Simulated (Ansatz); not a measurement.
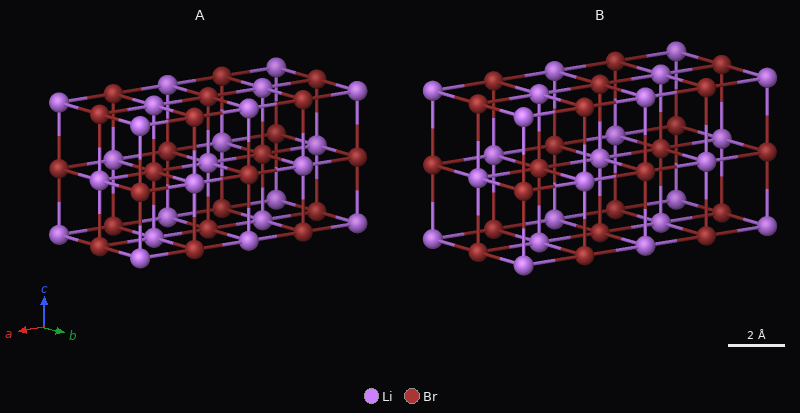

Two geometries of a crystal of LiBr (a generated structure, set up in Fm-3m), drawn at one scale. One is the start of a relaxation, the other its converged end. The picture is a ball-and-stick view of the conventional cell (4 times the calculation's cell), repeated 2 × 1 × 1 with one cell outlined, seen from a free direction. Lengths and directions refer to the drawn axes.

The calculation used DFT, PBE, PAW with Ansatz's default frozen-core files, scalar-relativistic in Ansatz 0.2.0. Settings: plane-wave cutoff 420 eV; k-point mesh 12 × 12 × 12; occupations fermi dirac; smearing width 0.08 eV; no spin polarisation; cell and atoms relaxed; force threshold 0.005 eV/Å; at most 80 steps.

Question: Which one is relaxed?

Answer: Structure B is the relaxed one. Case: cell and atoms relaxed from a first guess. The energy falls by 262 meV per atom in 5 accepted moves (7 points after the start). All forces vanish by symmetry, so only the cell relaxes. The pressure goes from 18.72 to 0.02 GPa. The SCF was repeated twice at an unchanged geometry on a basis and grid sized afresh for the cell, which shifted the energy by 1.6 meV per atom at most. The atoms keep their places relative to the cell (all moves are under 0.005 Å). Cell: a = b = c 4.915 → 5.510 Å (+12.1 %). Volume +40.9 %. Among the contacts that change: Br–Li 2.457 → 2.755 Å. The space group stays Fm-3m (No. 225). The run took roughly 8 core-seconds on a shared host.
